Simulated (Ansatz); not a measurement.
```cif
data_structure
_symmetry_space_group_name_H-M 'P 1'
_symmetry_Int_Tables_number 1
_cell_length_a 2.5061
_cell_length_b 2.5061
_cell_length_c 9.8847
_cell_angle_alpha 90.000
_cell_angle_beta 90.000
_cell_angle_gamma 120.000
_cell_volume 53.76
loop_
_atom_site_label
_atom_site_type_symbol
_atom_site_fract_x
_atom_site_fract_y
_atom_site_fract_z
_atom_site_occupancy
B1 B 0.66667 0.33333 0.33303 1
B2 B 0.33333 0.66667 0.66636 1
B3 B 0.00000 0.00000 0.99970 1
N1 N 0.00000 0.00000 0.33274 1
N2 N 0.66667 0.33333 0.66607 1
N3 N 0.33333 0.66667 0.99940 1
```

Space group R3m; a structure from a database of computed crystals, not necessarily the ambient phase.

The calculation used Ansatz 0.2.0, DFT PBE+D3(BJ), scalar-relativistic, plane waves, PAW.

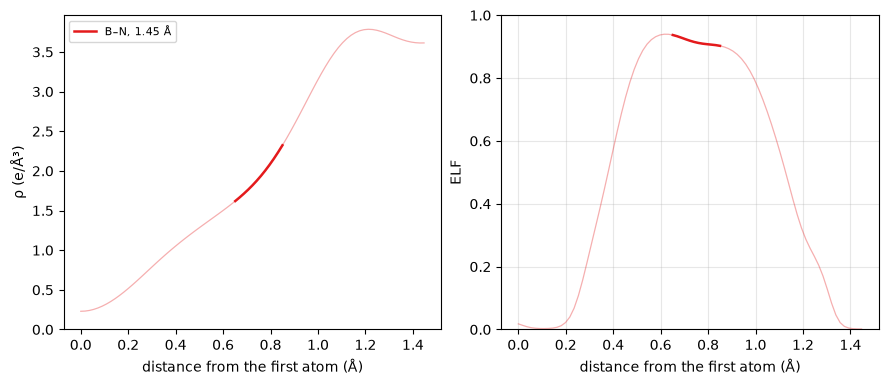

BN. Valence charge density (pseudo) and electron localisation function along straight lines between neighbouring atoms. Thin, pale parts lie inside the atomic spheres.

In a PAW calculation such maps are meaningful between the atoms, not at the nuclei.

What kind of bonding do the profiles show?

B–N (1.45 Å): the density is about 1.8 e/Å³ at the midpoint; the ELF peaks at about 0.95 between the atoms: a shared but strongly polarised pair.
